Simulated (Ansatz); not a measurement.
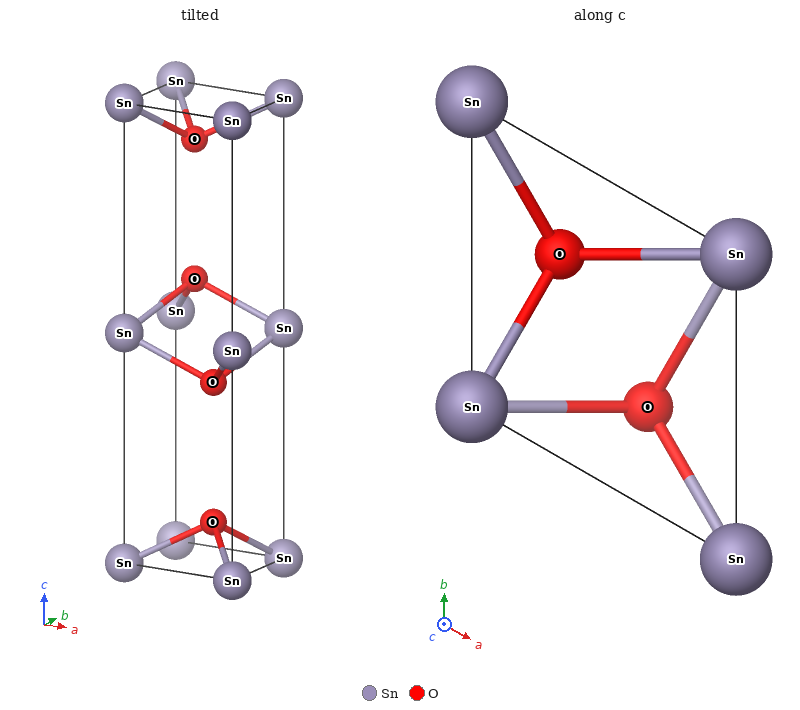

Shown here is a ball-and-stick view of the crystal, taken slightly off an axis and along the c axis. The frame is the conventional unit cell; atoms at its boundary are shown with their periodic copies.

The structure is one of SnO₂. The atoms follow space group P6_3/mmc (No. 194); the Bravais lattice is primitive hexagonal. It has 6 atoms to the cell (2 Sn, 4 O). Each Sn is bonded to six O in a distorted octahedral arrangement. About every O there are three Sn in a trigonal pyramidal arrangement. The bonds build SnO2 layers parallel to (001).

Origin of the cell: a structure listed in the Materials Project. The cell was then strained or its atoms displaced on purpose. It was run through Ansatz as a DFT input.

At this level of theory the cell isn't at rest (compressed, at 12 GPa and forces up to 1.4 eV/Å), so its distances can differ from those at equilibrium, the more so the softer the solid.
